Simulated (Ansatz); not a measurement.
System: antifluorite-type Li₂O, space group Fm-3m (No. 225), 3 atoms in the primitive cell, relaxed with r2SCAN; cubic a = 4.573 Å. Starting point: PBE, Ansatz PAW set, no spin polarisation, no spin-orbit coupling, 6×6×6 k mesh, 420 eV cutoff, fixed occupations (Ansatz 0.2.0). Many-body step: G0W0 with empty bands 177, screening cutoff 220 eV and frequency treatment contour deformation.

In PBE the smallest gap over these k points is 5.05 eV, with direct gaps of 5.49 eV at Γ, 6.49 eV at X and 9.88 eV at L.

> What does G0W0 give?

Over the k points that were corrected, the smallest gap goes from 5.05 eV in PBE (Γ to X) to 7.40 eV in G0W0 (Γ to X), a change of +2.35 eV (+47 %). Counted from the valence top, the lowest empty level moves by +2.50 eV at Γ, +2.35 eV at X and +2.81 eV at L; over the 10 points that were corrected the shifts run from +2.35 to +2.81 eV: a spread of 0.46 eV on a mean of 2.60 eV, so one scissor shift describes this level only roughly. The top filled level also moves against the valence top, by −0.16 eV at X. The quasiparticle weight (renormalisation factor) lies between 0.77 and 0.85 for the top filled and first empty levels.

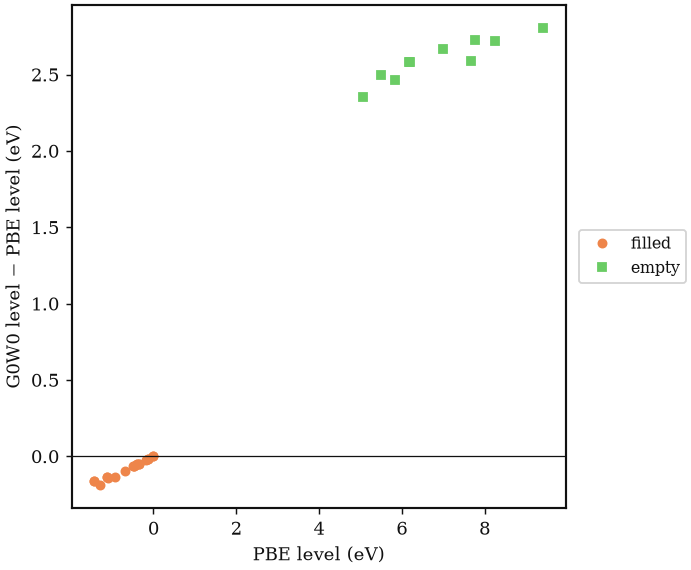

Change of each level from PBE to G0W0 against its PBE energy, both sets counted from their own valence top.

| k point | PBE direct gap (eV) | G0W0 direct gap (eV) |
| --- | --- | --- |
| Γ | 5.49 | 7.99 |
| X | 6.49 | 9.00 |
| L | 9.88 | 12.75 |

The cell comes from a database of computed structures, and whether it is the stable form of this composition wasn't checked. Bands, cutoffs and mesh are finite, so these values aren't at the basis limit.
